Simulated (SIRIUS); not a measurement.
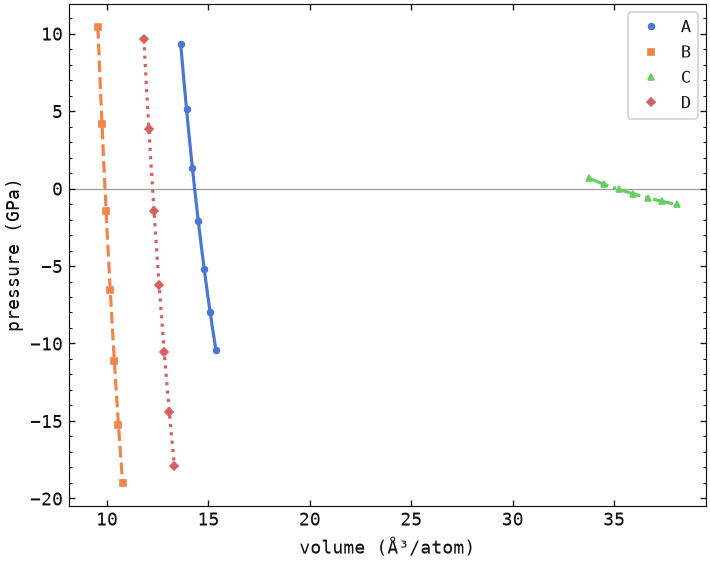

The plot gives the computed pressure against volume, with one curve for each compound, for HfC, KBr, TiC and YN (all in space group Fm-3m (No. 225)). The labels are replaced by letters.

Method: plane-wave DFT, no spin polarisation; energies at scaled volumes of the given cell, shape and fractions fixed, counted from the fit's minimum, third-order Birch-Murnaghan fit (SIRIUS 7.10.0). Level: PBEsol.

| setting | value |
| --- | --- |
| occupations | Fermi–Dirac |
| smearing width | 0.05 eV |
| potentials | dojo sr pbesol 0.4.1 standard |

Question: Which letter stands for which compound?

Answer: A: YN; B: TiC; C: KBr; D: HfC.
